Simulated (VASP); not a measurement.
## SrO: structure and properties in VASP

Aim: relax SrO, then compute properties on the relaxed cell. The steps: relaxing cell and atoms (LDA), second relaxation, density, ELF and potential (LDA), band structure (LDA), total and projected DOS (LDA), dielectric tensor and Born charges (LDA) and electric field gradients (LDA). The start is a cell from a database of measured crystal structures.

Calculated with VASP 6.6.1; LDA; plane waves and PAW (Sr_sv, O).

The database entry behind the starting cell differs from later determinations by our own check (about 0.5 % short), so it need not match the best structure at ambient conditions.

## (1) Starting point

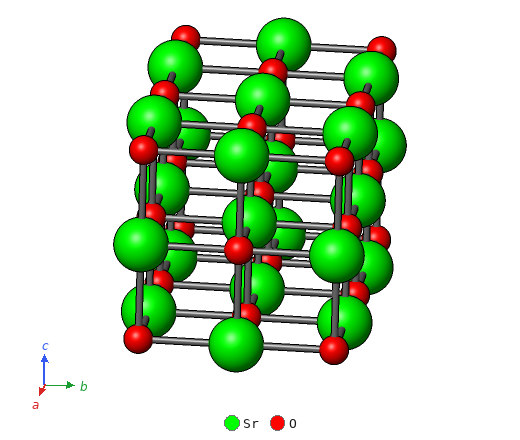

Start, viewed slightly off an axis; strontium green, oxygen red. 2×1×1 cells are drawn. This picture shows the conventional cell, with its axes. Some periodic images of atoms are drawn too.

Coordinates:

```
Sr O
1.0
     0.00000    2.56630    2.56630
     2.56630    0.00000    2.56630
     2.56630    2.56630    0.00000
Sr O
1 1
Direct
  0.50000 0.50000 0.50000
  0.00000 0.00000 0.00000
```

## (2) Relaxing cell and atoms (LDA)

The start need not lie at this functional's minimum. ISIF = 3 frees volume, shape and positions, and EDIFFG sets the threshold on forces and stress at which the search stops. LDA, the lowest rung, knows the local density alone.

INCAR reads:

```
SYSTEM = SrO
PREC = Accurate
ENCUT = 520
EDIFF = 1E-06
NELM = 100
ISMEAR = 0
SIGMA = 0.05
LREAL = .FALSE.
ALGO = Normal
GGA = CA
NBANDS = 14
LORBIT = 11
LWAVE = .FALSE.
LCHARG = .FALSE.
KPAR = 2
IBRION = 2
NSW = 60
ISIF = 3
EDIFFG = -0.01
```

POSCAR reads:

```
SrO
1.0
    0.0000000000      2.5663000000      2.5663000000
    2.5663000000      0.0000000000      2.5663000000
    2.5663000000      2.5663000000      0.0000000000
Sr O
1 1
Direct
    0.5000000000      0.5000000000      0.5000000000
    0.0000000000      0.0000000000      0.0000000000
```

KPOINTS reads:

```
Automatic mesh
0
Gamma
9 9 9
0 0 0
```

PAW data sets: Sr_sv and O (LDA family, release 64).

The run is started by

```
> mpirun -np 2 vasp_std
```

Log:

```text
[banner, memory and clock lines left out]
running    2 mpi-ranks, on    1 nodes
 distrk:  each k-point on    1 cores,    2 groups
 distr:  one band on    1 cores,    1 groups

 POSCAR found type information on POSCAR SrO
 POSCAR found :  2 types and       2 ions
 LDA part: xc-table for (Slater(with rela. corr.)+CA(PZ))
 , standard interpolation
 POSCAR, INCAR and KPOINTS ok, starting setup
 FFT: planning ... GRIDC
 FFT: planning ... GRID_SOFT
 FFT: planning ... GRID
 WAVECAR not read
 entering main loop
       N       E                     dE             d eps       ncg     rms          rms(c)
DAV:   1     0.624352392550E+02    0.62435E+02   -0.79173E+03   980   0.107E+03
DAV:   2    -0.118962650897E+02   -0.74332E+02   -0.68242E+02  1374   0.229E+02
DAV:   3    -0.155031743821E+02   -0.36069E+01   -0.35892E+01  1382   0.434E+01
DAV:   4    -0.155604515270E+02   -0.57277E-01   -0.57267E-01  1248   0.435E+00
DAV:   5    -0.155614362411E+02   -0.98471E-03   -0.98471E-03  1250   0.384E-01    0.174E+01
DAV:   6    -0.136017201080E+02    0.19597E+01   -0.69532E+00  1010   0.207E+01    0.210E+01
DAV:   7    -0.134259250250E+02    0.17580E+00   -0.41207E-01  1166   0.558E+00    0.116E+01
DAV:   8    -0.133766506263E+02    0.49274E-01   -0.13859E-01  1166   0.357E+00    0.130E+00
DAV:   9    -0.133776838410E+02   -0.10332E-02   -0.62838E-03  1498   0.487E-01    0.284E-01
DAV:  10    -0.133775599983E+02    0.12384E-03   -0.32661E-04  1034   0.204E-01    0.163E-01
DAV:  11    -0.133775842283E+02   -0.24230E-04   -0.48965E-05  1124   0.631E-02    0.184E-02
DAV:  12    -0.133775858434E+02   -0.16151E-05   -0.33318E-06  1098   0.142E-02    0.116E-02
DAV:  13    -0.133775855382E+02    0.30517E-06   -0.14277E-06   850   0.893E-03
   1 F= -.13377586E+02 E0= -.13377586E+02  d E =-.133776E+02
 curvature:   0.00 expect dE= 0.000E+00 dE for cont linesearch  0.000E+00
 trial: gam= 0.00000 g(F)=  0.158E-59 g(S)=  0.316E-01 ort = 0.000E+00 (trialstep = 0.100E+01)
 search vector abs. value=  0.316E-01
 bond charge predicted
       N       E                     dE             d eps       ncg     rms          rms(c)
DAV:   1    -0.136563017730E+02   -0.27872E+00   -0.54243E+00  1350   0.204E+01    0.615E+00
DAV:   2    -0.134319357214E+02    0.22437E+00   -0.68325E-01  1100   0.694E+00    0.143E+00
DAV:   3    -0.133885208184E+02    0.43415E-01   -0.86390E-02  1498   0.308E+00    0.110E+00
DAV:   4    -0.133824570139E+02    0.60638E-02   -0.41414E-02  1586   0.142E+00    0.812E-01
DAV:   5    -0.133853870412E+02   -0.29300E-02   -0.31247E-03  1548   0.406E-01    0.965E-02
DAV:   6    -0.133855089269E+02   -0.12189E-03   -0.66183E-04  1774   0.227E-01    0.946E-02
DAV:   7    -0.133855648436E+02   -0.55917E-04   -0.94475E-05  1642   0.698E-02    0.232E-02
DAV:   8    -0.133855625531E+02    0.22904E-05   -0.50229E-06  1570   0.184E-02    0.532E-03
DAV:   9    -0.133855626486E+02   -0.95518E-07   -0.32397E-07   678   0.503E-03
   2 F= -.13385563E+02 E0= -.13385563E+02  d E =-.797711E-02
 trial-energy change:   -0.007977  1 .order   -0.007442   -0.031600    0.016716
 step:   0.6687(harm=  0.6540)  dis= 0.00000  next Energy=   -13.388312 (dE=-0.107E-01)
 bond charge predicted
       N       E                     dE             d eps       ncg     rms          rms(c)
DAV:   1    -0.134178259026E+02   -0.32263E-01   -0.58877E-01  1286   0.666E+00    0.174E+00
DAV:   2    -0.133933655582E+02    0.24460E-01   -0.77877E-02  1166   0.235E+00    0.455E-01
DAV:   3    -0.133886057721E+02    0.47598E-02   -0.96020E-03  1528   0.104E+00    0.573E-01
DAV:   4    -0.133879616604E+02    0.64411E-03   -0.35557E-03  1628   0.422E-01    0.408E-01
DAV:   5    -0.133882422189E+02   -0.28056E-03   -0.45794E-04  1554   0.139E-01    0.134E-01
DAV:   6    -0.133883264337E+02   -0.84215E-04   -0.16842E-04  1630   0.794E-02    0.241E-02
DAV:   7    -0.133883280064E+02   -0.15726E-05   -0.40289E-06  1214   0.187E-02    0.370E-03
DAV:   8    -0.133883280211E+02   -0.14776E-07   -0.15824E-07   682   0.335E-03
   3 F= -.13388328E+02 E0= -.13388328E+02  d E =-.107425E-01
 curvature:  -0.33 expect dE=-0.812E-07 dE for cont linesearch -0.812E-07
 trial: gam=-0.00280 g(F)=  0.135E-60 g(S)=  0.249E-06 ort = 0.887E-04 (trialstep = 0.934E+00)
 search vector abs. value=  0.102E-09
 reached required accuracy - stopping structural energy minimisation
```

Elapsed: 19 s, on 2 MPI ranks of AMD EPYC 7R43, shared host; peak memory 0.25 GiB.

Lines that name or quote the potential files are left out of all logs, and their timing lines are given in words.

Parts of OUTCAR (step 2):

```text
ion  position               nearest neighbor table
   1  0.500  0.500  0.500-   2 2.57   2 2.57   2 2.57   2 2.57   2 2.57   2 2.57
   2  0.000  0.000  0.000-   1 2.57   1 2.57   1 2.57   1 2.57   1 2.57   1 2.57

  LATTYP: Found a face centered cubic cell.
 ALAT       =     5.1326000000

 Subroutine GETGRP returns: Found 48 space group operations
 (whereof 48 operations were pure point group operations)

The static configuration has the point symmetry O_h .

 Found     35 irreducible k-points:

   k-points           NKPTS =     35   k-points in BZ     NKDIM =     35   number of bands    NBANDS=     14

   dimension x,y,z NGX =    28 NGY =   28 NGZ =   28
   dimension x,y,z NGXF=    56 NGYF=   56 NGZF=   56

   ENCUT  =  520.0 eV  38.22 Ry    6.18 a.u.   6.75  6.75  6.75*2*pi/ulx,y,z

   NELECT =      16.0000    total number of electrons

 k-points in reciprocal lattice and weights: Automatic mesh
   0.00000000  0.00000000  0.00000000       0.001
   0.11111111  0.00000000  0.00000000       0.011
   0.22222222  0.00000000  0.00000000       0.011
   0.33333333  0.00000000  0.00000000       0.011
   0.44444444  0.00000000  0.00000000       0.011
   0.11111111  0.11111111  0.00000000       0.008
   0.22222222  0.11111111  0.00000000       0.033
   0.33333333  0.11111111  0.00000000       0.033
   0.44444444  0.11111111  0.00000000       0.033
[...]
-0.33333333  0.44444444  0.11111111       0.033
  -0.33333333  0.44444444  0.22222222       0.033

 average (electrostatic) potential at core
       1 -35.9709       2 -71.7328

 E-fermi :   1.7315

 k-point     1 :       0.0000    0.0000    0.0000
  band No.  band energies     occupation
    ...
      4     -12.1136      2.00000
      5     -12.1136      2.00000
      6       1.5305      2.00000
      7       1.5305      2.00000
      8       1.5305      2.00000
      9       5.6030      0.00000
     10       7.7122      0.00000
     11       7.7122      0.00000
     12       7.7122      0.00000
     13      10.0244      0.00000
    ...

 k-point     2 :       0.1111    0.0000    0.0000
  band No.  band energies     occupation
    ...
      4     -12.1248      2.00000
      5     -11.8171      2.00000
      6       1.1362      2.00000
      7       1.3562      2.00000
      8       1.3562      2.00000
      9       6.1877      0.00000
     10       7.5740      0.00000
     11       7.9696      0.00000
     12       7.9696      0.00000
     13      10.3761      0.00000
    ...

 k-point     3 :       0.2222    0.0000    0.0000
  band No.  band energies     occupation
    ...
      4     -12.1526      2.00000
      5     -11.3593      2.00000
      6       0.3605      2.00000
      7       0.9574      2.00000
      8       0.9574      2.00000
      9       7.4373      0.00000
     10       7.5569      0.00000
     11       8.6878      0.00000
     12       8.6878      0.00000
     13      11.2805      0.00000
    ...

  Total       -0.0018545     -0.0018545     -0.0018545      0.0000000     -0.0000000      0.0000000
  in kB       -0.0907699     -0.0907699     -0.0907699      0.0000000     -0.0000000      0.0000000
  external PRESSURE =      -0.0907699 kB  Pullay stress =       0.0000000 kB

  energy-cutoff  :      520.00
  volume of cell :       32.73
      direct lattice vectors                 reciprocal lattice vectors
    -0.000000000  2.538943942  2.538943942    -0.196932272  0.196932272  0.196932272
     2.538943942 -0.000000000  2.538943942     0.196932272 -0.196932272  0.196932272
     2.538943942  2.538943942  0.000000000     0.196932272  0.196932272 -0.196932272

 POSITION                                       TOTAL-FORCE (eV/Angst)
 -----------------------------------------------------------------------------------
      2.53894      2.53894      2.53894        -0.000000     -0.000000     -0.000000
     -0.00000      0.00000      0.00000         0.000000      0.000000      0.000000
 -----------------------------------------------------------------------------------
    total drift:                                0.000000      0.000000      0.000000

  FREE ENERGIE OF THE ION-ELECTRON SYSTEM (eV)
  ---------------------------------------------------
  free  energy   TOTEN  =       -13.3883280211 eV

  energy  without entropy=      -13.3883280211  energy(sigma->0) =      -13.38832802

 reached required accuracy - stopping structural energy minimisation

 total charge
# of ion       s       p       d       tot
------------------------------------------
    1        2.020   5.816   0.281   8.116
    2        1.541   3.413   0.000   4.955
--------------------------------------------------
tot          3.561   9.229   0.281  13.071

[... 3 further parts left out ...]
```

CONTCAR:

```
SrO
   1.00000000000000
    -0.0000000000000000    2.5389439424484976    2.5389439424484976
     2.5389439424484976   -0.0000000000000000    2.5389439424484976
     2.5389439424484976    2.5389439424484976    0.0000000000000000
  Sr              O
     1     1
Direct
     0.5000000000000000    0.5000000000000000    0.5000000000000000
     0.0000000000000000    0.0000000000000000    0.0000000000000000
```

The gap is read on the k-mesh alone, so it is an upper bound where the band edges lie off the mesh. The run keeps the 48 symmetry operations of its start, so it cannot find a distortion of lower symmetry.

The steps of the relaxation:

| step | energy less that of the first step (eV) | largest force (eV/Å) | pressure (GPa) | volume (Å³) |
| --- | --- | --- | --- | --- |
| 1 | 0.0000 | 0.0000 | -3.13 | 33.80 |
| 2 | -0.0080 | 0.0000 | 1.74 | 32.21 |
| 3 | -0.0107 | 0.0000 | -0.01 | 32.73 |

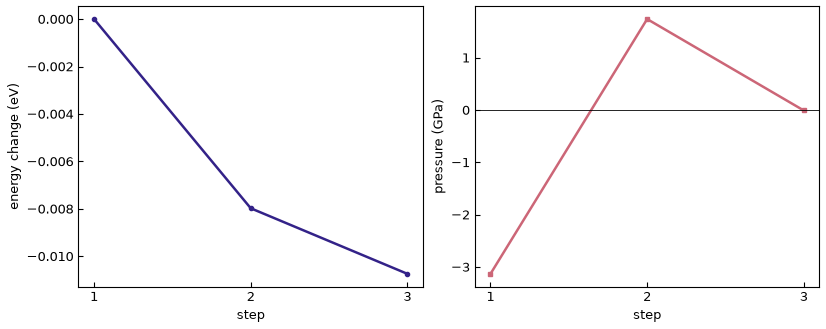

Energy and pressure along the relaxation.

| conventional cell, symmetrised | before | after | change |
| --- | --- | --- | --- |
| a (Å) | 5.133 | 5.078 | -1.1 % |
| b (Å) | 5.133 | 5.078 | -1.1 % |
| c (Å) | 5.133 | 5.078 | -1.1 % |
| volume (Å³/atom) | 16.90 | 16.37 | -3.2 % |

Final coordinates:

```xyz
2
Lattice="0.0000 2.5389 2.5389 2.5389 0.0000 2.5389 2.5389 2.5389 0.0000" Properties=species:S:1:pos:R:3 pbc="T T T"
Sr    2.5389    2.5389    2.5389
O     0.0000    0.0000    0.0000
```

Numbers from this step:

| Quantity | Value |
| --- | --- |
| electrons | 16 |
| bands | 14 |
| irreducible k-points | 35 |
| symmetry operations | 48 |
| free energy (TOTEN) | -13.39 eV |
| Fermi energy | 1.732 eV |
| pressure | -0.009077 GPa |
| metallic | no |
| valence top at k | 0, 0, 0 |
| conduction bottom at k | 0.4444, 0.4444, 0 |
| least direct gap at k | 0.4444, 0.4444, 0 |
| SCF cycles over all ionic steps | 30 |
| gap on the k-mesh | 3.128 eV |
| least direct gap on the k-mesh | 3.193 eV |

It ends with forces that vanish by symmetry and a pressure of -0.01 GPa. The volume lies -3.2 % from that of the database's start, which holds the thermal and zero-point expansion of its experiment. LDA is known to overbind.

## (3) Second relaxation

The basis stayed that of the start cell while the cell moved. A rerun from the cell reached resets it; the error of the finite cutoff stays.

INCAR is that of step 2.

POSCAR reads:

```
SrO
1.0
    0.0000000000      2.5389439424      2.5389439424
    2.5389439424      0.0000000000      2.5389439424
    2.5389439424      2.5389439424      0.0000000000
Sr O
1 1
Direct
    0.5000000000      0.5000000000      0.5000000000
    0.0000000000      0.0000000000      0.0000000000
```

KPOINTS is that of step 2.

The run is started by

```
> mpirun -np 2 vasp_std
```

Log:

```text
[... set-up lines as in an earlier step ...]
 entering main loop
       N       E                     dE             d eps       ncg     rms          rms(c)
DAV:   1     0.625087492044E+02    0.62509E+02   -0.79950E+03   980   0.109E+03
DAV:   2    -0.120979827910E+02   -0.74607E+02   -0.68271E+02  1282   0.231E+02
DAV:   3    -0.154951694211E+02   -0.33972E+01   -0.33834E+01  1370   0.428E+01
DAV:   4    -0.155813536256E+02   -0.86184E-01   -0.86130E-01  1254   0.494E+00
DAV:   5    -0.155822002548E+02   -0.84663E-03   -0.84662E-03  1248   0.419E-01    0.185E+01
DAV:   6    -0.136003284699E+02    0.19819E+01   -0.68256E+00  1004   0.210E+01    0.223E+01
DAV:   7    -0.134356571816E+02    0.16467E+00   -0.38537E-01  1172   0.548E+00    0.125E+01
DAV:   8    -0.133867802870E+02    0.48877E-01   -0.13711E-01  1202   0.352E+00    0.139E+00
DAV:   9    -0.133876872177E+02   -0.90693E-03   -0.58659E-03  1486   0.476E-01    0.288E-01
DAV:  10    -0.133875938462E+02    0.93372E-04   -0.31539E-04  1076   0.197E-01    0.154E-01
DAV:  11    -0.133876143771E+02   -0.20531E-04   -0.49597E-05  1130   0.637E-02    0.188E-02
DAV:  12    -0.133876158613E+02   -0.14841E-05   -0.36508E-06  1120   0.152E-02    0.122E-02
DAV:  13    -0.133876155097E+02    0.35161E-06   -0.15082E-06   838   0.925E-03
   1 F= -.13387616E+02 E0= -.13387616E+02  d E =-.133876E+02
 curvature:   0.00 expect dE= 0.000E+00 dE for cont linesearch  0.000E+00
 trial: gam= 0.00000 g(F)=  0.325E-59 g(S)=  0.552E-06 ort = 0.000E+00 (trialstep = 0.100E+01)
 search vector abs. value=  0.552E-06
 reached required accuracy - stopping structural energy minimisation
```

It took 8.4 s on 2 MPI ranks; peak memory 0.23 GiB.

From OUTCAR (step 3):

```text
  LATTYP: Found a face centered cubic cell.
 ALAT       =     5.0778878848

The static configuration has the point symmetry O_h .

 Found     35 irreducible k-points:

   ENCUT  =  520.0 eV  38.22 Ry    6.18 a.u.   6.68  6.68  6.68*2*pi/ulx,y,z

   NELECT =      16.0000    total number of electrons

 E-fermi :   1.7316

 k-point     1 :       0.0000    0.0000    0.0000
  band No.  band energies     occupation
    ...
      4     -12.1136      2.00000
      5     -12.1136      2.00000
      6       1.5306      2.00000
      7       1.5306      2.00000
      8       1.5306      2.00000
      9       5.6028      0.00000
     10       7.7122      0.00000
     11       7.7122      0.00000
     12       7.7122      0.00000
     13      10.0244      0.00000
    ...

 k-point     2 :       0.1111    0.0000    0.0000
  band No.  band energies     occupation
    ...
      4     -12.1247      2.00000
      5     -11.8171      2.00000
      6       1.1362      2.00000
      7       1.3563      2.00000
      8       1.3563      2.00000
      9       6.1875      0.00000
     10       7.5740      0.00000
     11       7.9697      0.00000
     12       7.9697      0.00000
     13      10.3761      0.00000
    ...

  Total       -0.0027614     -0.0027614     -0.0027614     -0.0000000      0.0000000      0.0000000
  in kB       -0.1351586     -0.1351586     -0.1351586     -0.0000000      0.0000000      0.0000000
  external PRESSURE =      -0.1351586 kB  Pullay stress =       0.0000000 kB

  energy-cutoff  :      520.00
  volume of cell :       32.73
      direct lattice vectors                 reciprocal lattice vectors
     0.000000000  2.538943942  2.538943942    -0.196932272  0.196932272  0.196932272
     2.538943942  0.000000000  2.538943942     0.196932272 -0.196932272  0.196932272
     2.538943942  2.538943942  0.000000000     0.196932272  0.196932272 -0.196932272

 POSITION                                       TOTAL-FORCE (eV/Angst)
 -----------------------------------------------------------------------------------
      2.53894      2.53894      2.53894         0.000000     -0.000000     -0.000000
      0.00000      0.00000      0.00000        -0.000000      0.000000      0.000000
 -----------------------------------------------------------------------------------
    total drift:                                0.000000      0.000000      0.000000

  FREE ENERGIE OF THE ION-ELECTRON SYSTEM (eV)
  ---------------------------------------------------
  free  energy   TOTEN  =       -13.3876155097 eV

  energy  without entropy=      -13.3876155097  energy(sigma->0) =      -13.38761551

 total charge
# of ion       s       p       d       tot
------------------------------------------
    1        2.020   5.816   0.281   8.116
    2        1.542   3.413   0.000   4.956
--------------------------------------------------
tot          3.562   9.229   0.281  13.072

[... 5 parts as in an earlier step ...]

[... 6 further parts left out ...]
```

CONTCAR:

```
SrO
   1.00000000000000
     0.0000000000000000    2.5389439424000000    2.5389439424000000
     2.5389439424000000    0.0000000000000000    2.5389439424000000
     2.5389439424000000    2.5389439424000000    0.0000000000000000
  Sr              O
     1     1
Direct
     0.5000000000000000    0.5000000000000000    0.5000000000000000
     0.0000000000000000    0.0000000000000000    0.0000000000000000
```

Little changed from the start: no atom moved by 0.005 Å and no cell edge by 0.1 %.

Numbers from this step:

| Item | Value |
| --- | --- |
| pressure | -0.01352 GPa |
| SCF cycles over all ionic steps | 13 |

It ends with forces that vanish by symmetry and a pressure of -0.01 GPa. The volume moved by under 0.01 %: the run met its threshold at the first step.

[end of part 1 of 4]

[Lines on the potential files, build, host, timing and source positions are cut from VASP's logs without a mark.]

[Logs are printed without paths, hosts, clocks, repeated set-up lines and the standing remarks that a program may print on its own settings, such as how far it seeks lower states.]

[Hosts, paths, dates, database ids (printed as entryN), source tags and the programs' standing remarks are cut or masked in the printed files.]

[A measured line is paired with the nearest computed mode of its activity, which favours agreement.]
